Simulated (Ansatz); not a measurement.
## SnO: geometry relaxation (part 2 of 2)

Continued. System: SnO (P4/nmm, 4 atoms in the cell). Method: DFT PBE, scalar-relativistic, plane waves, PAW, no spin polarisation (Ansatz 0.2.0); cutoff 420 eV, 10×10×8 k-mesh, Gaussian smearing of 0.02 eV. The structure derives from an entry of the Crystallography Open Database. It belongs to a series of runs on one base structure; here: structure reported for this formula (Cmc2_1, No. 36).

Geometry of the input (Å; fractional positions):
```
3.8661  0.0000  0.0000
0.0000  3.8661  0.0000
0.0000  0.0000  5.1402
Sn 0.5000  0.0000  0.7259
Sn 0.0000  0.5000  0.2741
O  0.5000  0.5000  0.5000
O  0.0000  0.0000  0.5000
```

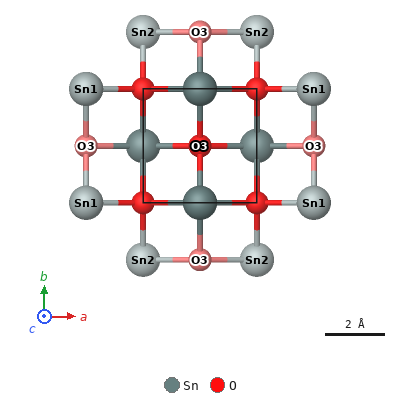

Figure 1. The geometry at step 2 of the log (ball-and-stick view of the cell of the calculation, along the c axis; neighbours outside the cell are drawn fainter; atoms are numbered from 1 in the order of the input).

### Log, continued
```
relax step   4: F+E_penalty+E_count = -13183.40521158 eV  Δ(F+E_penalty+E_count) = +1.559e-3 eV  max|allowed force component| = 3.992e-4 eV/Å  Δτ_max = 0.0000 Å  P = -0.019 GPa  Ω = 76.161 Å³  stress off target by 6.89e-2 GPa  SCF on the basis re-selected at this cell (its energy is not comparable with the rows above)  (6 SCF iters)
basis re-selected at this cell: Δ(F+E_penalty+E_count) = +1.559e-3 eV, ΔP = -0.031 GPa vs the last step (what re-selecting the basis moved, of the pressure what is left beyond the Pulay correction that the steps carried, after the strain that the cell walked since its last selection, with what the two solves' SCF thresholds leave and, on support functions, any second-order correction that the steps lacked; it is no measure of the basis error at this ecutwfc). This SCF's stress stands 6.89e-2 GPa from its target on what of the cell is left free (relax.cell.stress_tol is 5.00e-2 GPa) and its largest allowed force component is 3.99e-4 eV/Å (relax.f_tol is 1.00e-2 eV/Å): not within both, so this SCF does not close the relaxation
Crystal: 4 atoms, lattice volume = 75.962 Å³
iter 1 solved again at ethr=1.12e-7 eV; its pass at ethr=3.10e-3 eV (dr2=4.47e-5 eV) is discarded
SCF iter   1: F=—  HF=-13183.405811 eV  |F-HF|=—  |Δ(HF+E_count)|=         —  Δρ=2.37e-4  dr2=4.65e-5  ethr=1.12e-7  ⟨swp⟩=3.0  Hψ=14990  notcnv=0
preconditioner: auto → Resta (q_TF=auto, 2.452 Å⁻¹)  ε∞=3.3  [insulator: Δε(μ)=0.506 eV  Ē_g=17.874 eV  σ=0.020 eV  W_gap=1.00  n_scr=18 (ndim 8)  ℏωp=26.9 eV  f_vac=0.033  D(μ)=0.00/eV (n_scr^D=0)  ε∞_Penn≈3.3]
SCF iter   2: F=—  HF=-13183.405766 eV  |F-HF|=—  |Δ(HF+E_count)|=   4.47e-5  Δρ=1.20e-4  dr2=9.25e-6  ethr=1.12e-7  ⟨swp⟩=3.0  Hψ=4599  notcnv=0
SCF iter   3: F=—  HF=-13183.405764 eV  |F-HF|=—  |Δ(HF+E_count)|=   2.48e-6  Δρ=7.38e-5  dr2=3.86e-6  ethr=2.31e-8  ⟨swp⟩=2.0  Hψ=3391  notcnv=0
SCF iter   4: F=—  HF=-13183.405764 eV  |F-HF|=—  |Δ(HF+E_count)|=   1.75e-7  Δρ=1.47e-5  dr2=1.74e-7  ethr=9.64e-9  ⟨swp⟩=2.0  Hψ=3228  notcnv=0
SCF iter   5: F=-13183.405764 eV  HF=-13183.405764 eV  |F-HF|=1.08e-8  |Δ(HF+E_count)|=   8.82e-8  Δρ=4.11e-6  dr2=1.00e-8  ethr=2.97e-11  ⟨swp⟩=3.7  Hψ=10549  notcnv=0
SCF 5 converged in 5 iterations: F = -13183.405764 eV  dr2 = 1.00e-8
relax step   5: F+E_penalty+E_count = -13183.40576369 eV  Δ(F+E_penalty+E_count) = -5.521e-4 eV  max|allowed force component| = 1.856e-4 eV/Å  Δτ_max = 0.0029 Å  P = +0.001 GPa  Ω = 75.962 Å³  energy of the carried Pulay correction = +5.016e-4 eV  (5 SCF iters, dr2 threshold 1.19e-8 eV, accepted)
iter 1 solved again at ethr=1.32e-7 eV; its pass at ethr=3.10e-3 eV (dr2=5.30e-5 eV) is discarded
SCF iter   1: F=—  HF=-13183.405359 eV  |F-HF|=—  |Δ(HF+E_count)|=         —  Δρ=2.06e-5  dr2=5.46e-8  ethr=1.32e-7  ⟨swp⟩=3.3  Hψ=18547  notcnv=0
preconditioner: auto → Resta (q_TF=auto, 2.452 Å⁻¹)  ε∞=3.3  [insulator: Δε(μ)=0.509 eV  Ē_g=17.876 eV  σ=0.020 eV  W_gap=1.00  n_scr=18 (ndim 8)  ℏωp=26.9 eV  f_vac=0.033  D(μ)=0.00/eV (n_scr^D=0)  ε∞_Penn≈3.3]
SCF iter   2: F=—  HF=-13183.405318 eV  |F-HF|=—  |Δ(HF+E_count)|=   4.08e-5  Δρ=1.04e-5  dr2=2.76e-8  ethr=1.37e-10  ⟨swp⟩=2.9  Hψ=4767  notcnv=0
SCF iter   3: F=—  HF=-13183.405318 eV  |F-HF|=—  |Δ(HF+E_count)|=   2.77e-8  Δρ=5.11e-6  dr2=5.06e-9  ethr=6.89e-11  ⟨swp⟩=2.0  Hψ=3320  notcnv=0
SCF iter   4: F=—  HF=-13183.405318 eV  |F-HF|=—  |Δ(HF+E_count)|=   1.02e-8  Δρ=6.84e-7  dr2=5.41e-10  ethr=1.26e-11  ⟨swp⟩=2.0  Hψ=3570  notcnv=0
SCF iter   5: F=—  HF=-13183.405318 eV  |F-HF|=—  |Δ(HF+E_count)|=  3.89e-10  Δρ=3.01e-7  dr2=6.10e-11  ethr=1.35e-12  ⟨swp⟩=2.0  Hψ=3352  notcnv=0
SCF iter   6: F=-13183.405318 eV  HF=-13183.405318 eV  |F-HF|=5.46e-12  |Δ(HF+E_count)|=  2.55e-11  Δρ=1.13e-7  dr2=1.04e-11  ethr=1.00e-12  ⟨swp⟩=5.0  Hψ=8710  notcnv=0
SCF 6 converged in 6 iterations: F = -13183.405318 eV  dr2 = 1.04e-11
relax step   6: F+E_penalty+E_count = -13183.40531847 eV  Δ(F+E_penalty+E_count) = +4.452e-4 eV  max|allowed force component| = 3.644e-4 eV/Å  Δτ_max = 0.0000 Å  P = -0.004 GPa  Ω = 75.962 Å³  stress off target by 1.37e-2 GPa  SCF on the basis re-selected at this cell (its energy is not comparable with the rows above)  (6 SCF iters)
basis re-selected at this cell: Δ(F+E_penalty+E_count) = +4.452e-4 eV, ΔP = -0.005 GPa vs the last step (what re-selecting the basis moved, of the pressure what is left beyond the Pulay correction that the steps carried, after the strain that the cell walked since its last selection, with what the two solves' SCF thresholds leave and, on support functions, any second-order correction that the steps lacked; it is no measure of the basis error at this ecutwfc). This SCF's stress stands 1.37e-2 GPa from its target on what of the cell is left free (relax.cell.stress_tol is 5.00e-2 GPa) and its largest allowed force component is 3.64e-4 eV/Å (relax.f_tol is 1.00e-2 eV/Å): within both
SCF converged after 6 iterations
Free energy (F): -13183.405318 eV
Harris-Foulkes:  -13183.405318 eV  (|F-HF|=5.46e-12)
Internal energy: -13183.405318 eV  (E = F + TS)
E sigma→0 (E₀):  -13183.405318 eV
Fermi energy:    8.968810 eV
--- Per-component energies (eV) ---
  E_band       = -223.905568
  E_kinetic    = 721.707896
  E_local      = -2904.928367  (includes V_loc(G=0)·N_el)
  E_nonlocal   = 31.770052
  E_hartree    = 1543.930407
  E_xc         = -912.421232
  E_vxc        = -379.778425  (∫ρ·V_xc dr)
  E_paw        = -8588.027738  (= ΣΔE_a)
  E_vpaw       = -780.542226  (= ΣTr[D̂ρ^β])
  E_aug_tail   = 0.004757  (compensation charges beyond the density's cutoff)
  E_ewald      = -3075.441093
  E_smearing   = -0.000000  (= −TS)
  E_closure    = -0.000000  (closes the sum)
  Σ components = -13183.405318   (vs F -13183.405318, Δ=0.00e0)
--- Forces (eV/Å), atoms counted from 1 ---
  atom   1  Sn     0.00000000     0.00000000     0.00036443
  atom   2  Sn     0.00000000     0.00000000    -0.00036443
  atom   3  O     -0.00000000     0.00000000     0.00000000
  atom   4  O     -0.00000000     0.00000000     0.00000000
  max |Σ_I F_I| component: 3.47e-18 eV/Å
--- Stress (GPa, compression-positive) ---
        0.000221       0.000000       0.000000
        0.000000       0.000221       0.000000
        0.000000       0.000000      -0.013658
  P = ⅓ Tr σ = -0.0044 GPa (-0.044 kbar)
--- Band table (eV; the first three rows and the last of 105) ---
  k-point 0: bands = ["-13.0318", "-12.6693", "-12.6581", "-12.6581", "-12.6346", "-12.6125", "-12.5915", "-12.5754", "-12.5588", "-12.5588", "-10.9700", "-8.5940", "1.3534", "2.5159", "2.9076", "2.9076", "5.5676", "5.8427", "5.8427", "8.7146", "10.6481", "12.7877", "13.6342", "13.6342"]
  k-point 1: bands = ["-13.0305", "-12.6706", "-12.6558", "-12.6558", "-12.6336", "-12.6113", "-12.5925", "-12.5765", "-12.5613", "-12.5613", "-10.9669", "-8.5940", "1.0292", "2.9186", "2.9186", "2.9782", "5.5602", "5.8410", "5.8410", "8.5474", "10.5407", "12.8670", "13.1181", "13.1181"]
  k-point 2: bands = ["-13.0274", "-12.6737", "-12.6496", "-12.6496", "-12.6309", "-12.6078", "-12.5952", "-12.5798", "-12.5681", "-12.5681", "-10.9592", "-8.5941", "0.5752", "2.9455", "2.9455", "3.8343", "5.5430", "5.8368", "5.8368", "8.0279", "10.4313", "12.5419", "12.5419", "12.8335"]
  k-point 104: bands = ["-12.9436", "-12.9436", "-12.6438", "-12.6438", "-12.6153", "-12.6153", "-12.5759", "-12.5759", "-12.5540", "-12.5540", "-9.4216", "-9.4216", "0.1886", "0.1886", "3.6414", "3.6414", "6.3572", "6.3572", "6.4831", "6.4831", "11.3219", "11.3219", "12.4495", "12.4495"]
--- Relaxed structure (4 steps of the walk, 4 accepted, 2 SCFs on fresh bases) ---
  F+E_penalty+E_count = -13183.40531847 eV   max|allowed force component| = 3.644e-4 eV/Å   (the final SCF, on the basis selected at the relaxed cell)
  cell:  # Å, volume = 75.9618 Å³
    - [3.8678720425989126, -2.1893541620818233e-35, 0.0]
    - [-2.1893541620818233e-35, 3.8678720425989126, 0.0]
    - [0.0, 0.0, 5.077514103140574]
  atoms:
    - { symbol: Sn, position: [0.5, -3.8918250387524025e-37, 0.7283475552828349] }
    - { symbol: Sn, position: [-1.5567300155009617e-36, 0.5, 0.27165244471716515] }
    - { symbol: O, position: [0.5, 0.5, 0.5] }
    - { symbol: O, position: [1.5567300155009624e-36, -1.945912519376203e-36, 0.5] }
```

### Trajectory as extended XYZ (Å, eV, eV/Å), 6 frames, from step=1 to step=6
```
4
Lattice="3.8661 0.0000 0.0000 0.0000 3.8661 0.0000 0.0000 0.0000 5.1402" Properties=species:S:1:pos:R:3:forces:R:3 step=1 energy=-13183.40453 pressure_GPa=-0.06
Sn    1.9331    0.0000    3.7310    0.0000   0.0000   0.0117
Sn    0.0000    1.9331    1.4092    0.0000   0.0000  -0.0117
O     1.9331    1.9331    2.5701    0.0000   0.0000   0.0000
O     0.0000    0.0000    2.5701    0.0000   0.0000   0.0000
4
Lattice="3.8645 0.0000 0.0000 0.0000 3.8645 0.0000 0.0000 0.0000 5.1095" Properties=species:S:1:pos:R:3:forces:R:3 step=2 energy=-13183.40625 pressure_GPa=-0.05
Sn    1.9322    0.0000    3.7178    0.0000   0.0000  -0.0293
Sn    0.0000    1.9322    1.3917    0.0000   0.0000   0.0293
O     1.9322    1.9322    2.5547    0.0000   0.0000   0.0000
O     0.0000    0.0000    2.5547    0.0000   0.0000   0.0000
4
Lattice="3.8671 0.0000 0.0000 0.0000 3.8671 0.0000 0.0000 0.0000 5.0927" Properties=species:S:1:pos:R:3:forces:R:3 step=3 energy=-13183.40677 pressure_GPa=0.01
Sn    1.9336    0.0000    3.7064    0.0000   0.0000  -0.0001
Sn    0.0000    1.9336    1.3863    0.0000   0.0000   0.0001
O     1.9336    1.9336    2.5464    0.0000   0.0000   0.0000
O     0.0000    0.0000    2.5464    0.0000   0.0000   0.0000
4
Lattice="3.8671 0.0000 0.0000 0.0000 3.8671 0.0000 0.0000 0.0000 5.0927" Properties=species:S:1:pos:R:3:forces:R:3 step=4 energy=-13183.40521 pressure_GPa=-0.02
Sn    1.9336    0.0000    3.7064    0.0000   0.0000   0.0004
Sn    0.0000    1.9336    1.3863    0.0000   0.0000  -0.0004
O     1.9336    1.9336    2.5464    0.0000   0.0000   0.0000
O     0.0000    0.0000    2.5464    0.0000   0.0000   0.0000
4
Lattice="3.8679 0.0000 0.0000 0.0000 3.8679 0.0000 0.0000 0.0000 5.0775" Properties=species:S:1:pos:R:3:forces:R:3 step=5 energy=-13183.40576 pressure_GPa=0.00
Sn    1.9339    0.0000    3.6982    0.0000   0.0000   0.0002
Sn    0.0000    1.9339    1.3793    0.0000   0.0000  -0.0002
O     1.9339    1.9339    2.5388    0.0000   0.0000   0.0000
O     0.0000    0.0000    2.5388    0.0000   0.0000   0.0000
4
Lattice="3.8679 0.0000 0.0000 0.0000 3.8679 0.0000 0.0000 0.0000 5.0775" Properties=species:S:1:pos:R:3:forces:R:3 step=6 energy=-13183.40532 pressure_GPa=-0.00
Sn    1.9339    0.0000    3.6982    0.0000   0.0000   0.0004
Sn    0.0000    1.9339    1.3793    0.0000   0.0000  -0.0004
O     1.9339    1.9339    2.5388    0.0000   0.0000   0.0000
O     0.0000    0.0000    2.5388    0.0000   0.0000   0.0000
```

### Summary

| quantity | value |
| --- | --- |
| outcome | converged |
| space group (tolerance 0.01 Å) | P4/nmm (129) |
| electrons treated | 40 |
| free energy | −13183.4053 eV |
| Fermi energy | 8.969 eV |
| gap on the k-point mesh | 0.51 eV |
| pressure | 0.00 GPa |
| final volume | 75.96 Å³ |
| largest force (length of the vector) at the end | under 0.001 eV/Å |
| final cell | a = 3.868 Å, b = 3.868 Å, c = 5.078 Å, α = 90.00°, β = 90.00°, γ = 90.00° |
| hardware | 1 thread of Intel Xeon @ 2.90GHz (Ice Lake), 192 GiB of memory available, shared host |
| wall time | 63 s |
| peak memory | 0.51 GiB |
